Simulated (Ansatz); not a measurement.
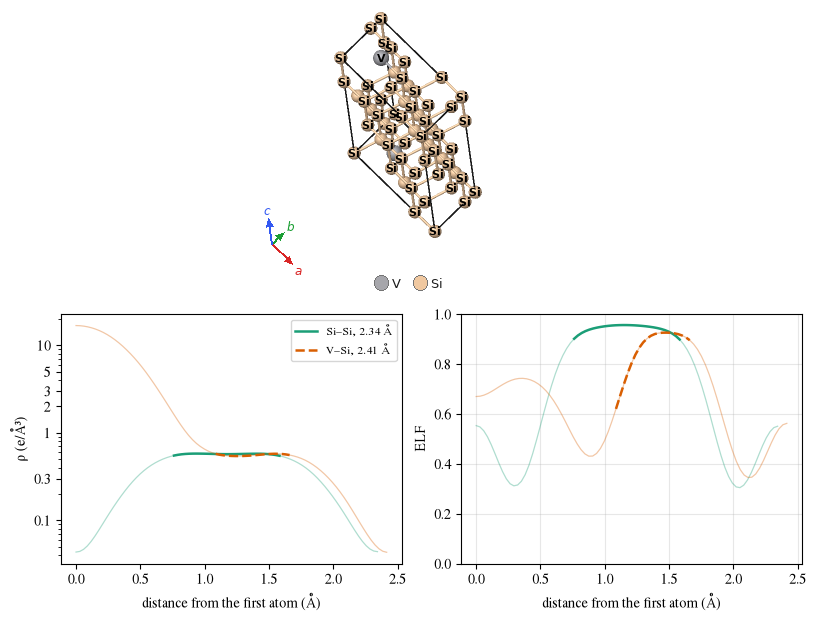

*VSi$_{31}$ (cell charge +1, with a compensating background) (cell with a defect). Valence pseudo-density and ELF along straight lines between neighbouring atoms. Thin, pale parts lie inside the atomic spheres. The structure is drawn too.*

The program warned that a starting moment wasn't kept; spin-polarised, but the moments vanished.

The calculation used Ansatz, DFT PBEsol, scalar-relativistic, plane waves, PAW.

In a PAW calculation such maps are meaningful between the atoms, not at the nuclei.

The calculation's input:

```
crystal:
  lattice:
    - [5.4338341026, 5.4338341026, -5.4338341026]
    - [-5.4338341026, -5.4338341026, -5.4338341026]
    - [-5.4338341026, 5.4338341026, 5.4338341026]
  atoms:
    - { symbol: V, position: [0.2495466275, 0.4997638349, -0.0001736933], spin: 2.0 }
    - { symbol: Si, position: [0.4991933624, 0.2473639997, 0.0005606836] }
    - { symbol: Si, position: [0.7497436467, 0.0003585368, 0.0006294471] }
    - { symbol: Si, position: [0.7498300875, 0.5002408396, 0.5005673582] }
    - { symbol: Si, position: [-0.0029658233, 0.5001403174, 0.2498363694] }
    - { symbol: Si, position: [0.2495852527, 0.2472410543, 0.2499932565] }
    - { symbol: Si, position: [0.5023422274, 0.0022844702, 0.2530865363] }
    - { symbol: Si, position: [0.7517823765, 0.7527595815, 0.2530909212] }
    - { symbol: Si, position: [-0.003106432, 0.7497475362, 0.0006016057] }
    - { symbol: Si, position: [0.4994183182, 0.5001878056, 0.7474597585] }
    - { symbol: Si, position: [0.7469987995, 0.2503229086, 0.750747213] }
    - { symbol: Si, position: [-1.4327e-05, 0.2506204325, 0.4980944125] }
    - { symbol: Si, position: [0.2496591595, 0.0004575468, 0.5007950088] }
    - { symbol: Si, position: [0.5021791766, 0.7527989862, 0.5025499144] }
    - { symbol: Si, position: [-0.0001239636, -0.0026375838, 0.7506661067] }
    - { symbol: Si, position: [0.2495610682, 0.7495837049, 0.7476108588] }
    - { symbol: Si, position: [0.2494989264, 0.7565727212, 0.0003417643] }
    - { symbol: Si, position: [0.5062928111, 0.4999465655, 9.579e-05] }
    - { symbol: Si, position: [0.7498386463, 0.2497079482, 0.0004797996] }
    - { symbol: Si, position: [0.7491477982, 0.7492179073, 0.5000135448] }
    - { symbol: Si, position: [0.0003877576, 0.7507883102, 0.2512169221] }
    - { symbol: Si, position: [0.2495960396, 0.4998828838, 0.2565409302] }
    - { symbol: Si, position: [0.5002616348, 0.2508285011, 0.2511268515] }
    - { symbol: Si, position: [0.7494319376, -0.0001752447, 0.2497746197] }
    - { symbol: Si, position: [-0.0010043206, 0.000283576, 0.0003407598] }
    - { symbol: Si, position: [0.5002566797, 0.7508051376, 0.7511870747] }
    - { symbol: Si, position: [0.7500687386, 0.5000983072, 0.749935418] }
    - { symbol: Si, position: [-0.0008857293, 0.500096007, 0.500419886] }
    - { symbol: Si, position: [0.2495252881, 0.2497031903, 0.5006800151] }
    - { symbol: Si, position: [0.4986248018, -0.0001840739, 0.5000235834] }
    - { symbol: Si, position: [-0.0073762889, 0.2430151254, 0.7435630031] }
    - { symbol: Si, position: [0.2497139372, 0.0003517117, 0.7501122195] }
  host:
    lattice:
      - [0.0, 2.7169170513, 2.7169170513]
      - [2.7169170513, 0.0, 2.7169170513]
      - [2.7169170513, 2.7169170513, 0.0]
    atoms:
      - { symbol: Si, position: [0.25, 0.25, 0.25] }
      - { symbol: Si, position: [0.0, 0.0, 0.0] }
total_charge: 1
basis:
  ecutwfc: 420
  xc_grid: 2
kpoints:
  mp_grid: { grid: [3, 3, 3], shift: [0.0, 0.0, 0.0] }
hamiltonian:
  xc: pbesol
scf:
  occupations: { method: gaussian, width: 0.02 }
output:
  forces: true
  stress: false
  eigenvalues: true
  populations: true
  charged_corrections:
    defect_position: [0.25, 0.5, 0.0]
    epsilon: [[13.2922, 0.0, 0.0], [0.0, 13.2922, 0.0], [0.0, 0.0, 13.2922]]
  write_density: true
  write_potential: true
  elf: true
  volumetric_format: npy
magnetization:
  spin_polarized: true
relax:
  adjacent_minimum: "off"
  f_tol: 0.025
  max_steps: 45
```

Command:

```sh
ansatz run input.yaml --threads 4 --pin off --max-ram 10240MiB --backend cpu --events-out ev --progress --plain --runs-dir out
```

What can be read from the curves?

Si–Si (2.34 Å): ρ is about 0.57 e/Å³ halfway; the ELF peaks at about 0.95 between the atoms: a covalent bond.
V–Si (2.41 Å): ρ at the midpoint is about 0.54 e/Å³; the ELF peaks at about 0.95 between the atoms.
